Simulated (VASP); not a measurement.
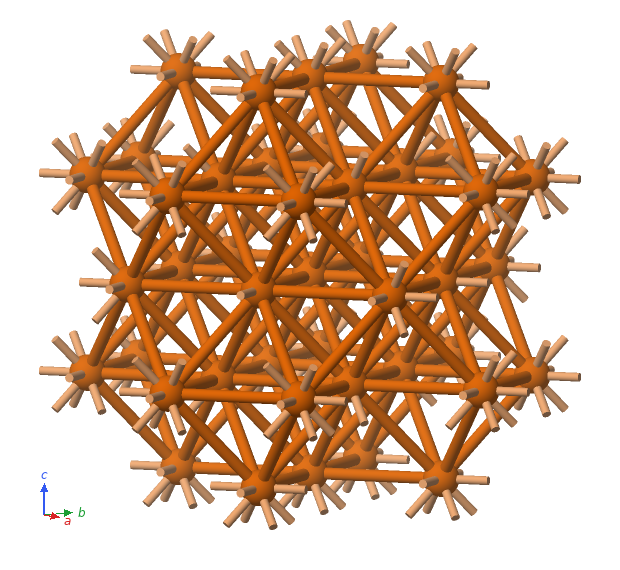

A cut-out of a periodic net derived from a crystal structure. Nodes are coloured by topological kind. Edges to nodes outside the piece are drawn as stubs.

Classify the net: periodicity, connectivity, name.

Answer. A uninodal 12-connected, three-periodic net. It is the fcu net, known from cubic close packing.

Give point symbol and coordination sequence.

Answer. 3^24.4^36.5^6, sequence 12, 42, 92, 162, 252, 362.

Origin of the net. The compound is Mo (space group Fm-3m, No. 225), taken as an entry of the Crystallography Open Database, as set up for an electronic-structure calculation. Bonds are taken as Mo–Mo below 3.2 Å; no other contact counts. The graph is simplified in the usual way: terminal and isolated atoms are pruned, two-connected atoms become edges. Mo is a 12-connected node.
